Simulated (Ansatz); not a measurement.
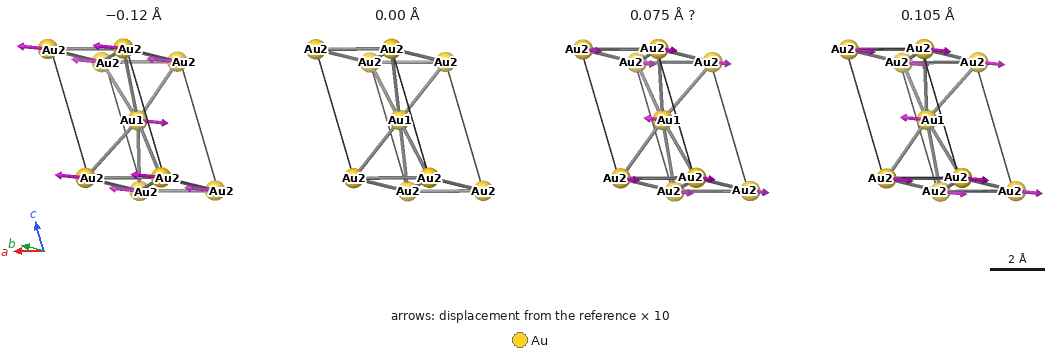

A crystal of Au (Fm-3m): a normal mode of wave vector (0, 0, 1/2) of the primitive cell, folded into a doubled cell, (one arbitrary combination within a set of 2 degenerate modes) is frozen in with the cell fixed, the amplitude being the largest displacement of an atom. A ball-and-stick model of the cell of the calculation, seen from a free direction. Purple arrows: displacements from the reference.

Method: Ansatz 0.2.0, DFT PBEsol, scalar-relativistic, plane waves, PAW. (plane-wave cutoff 420 eV; k-point mesh 24 × 24 × 24; occupations gaussian; smearing width 0.15 eV; no spin polarisation). Energies (free energies at the smearing named) are counted from the relaxed crystal.

```json
{"largest displacement (Å)": "−0.120", "ΔE (meV/cell)": "35.8"}
{"largest displacement (Å)": "−0.060", "ΔE (meV/cell)": "9.0"}
{"largest displacement (Å)": "0.000", "ΔE (meV/cell)": "0.0"}
{"largest displacement (Å)": "0.030", "ΔE (meV/cell)": "2.3"}
{"largest displacement (Å)": "0.075", "ΔE (meV/cell)": "?"}
{"largest displacement (Å)": "0.090", "ΔE (meV/cell)": "20.3"}
{"largest displacement (Å)": "0.105", "ΔE (meV/cell)": "27.5"}
```

### Estimate the missing energy from the other rows, and compare with the calculation.

A straight line between the two neighbours gives 15.8 meV/cell. A cubic through the four nearest rows (0.000, 0.030, 0.090, 0.105) gives, with Lagrange weights, (−0.0714)(0.0) + (0.2500)(2.3) + (1.2500)(20.3) + (−0.4286)(27.5) = 14.2 meV/cell. The calculation gives 14.1 meV/cell, so the cubic is 0.1 meV/cell too high and the straight line 1.7 meV/cell too high, as the curve bends upwards here.

The whole profile:

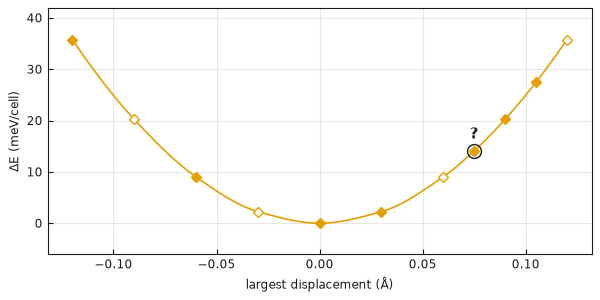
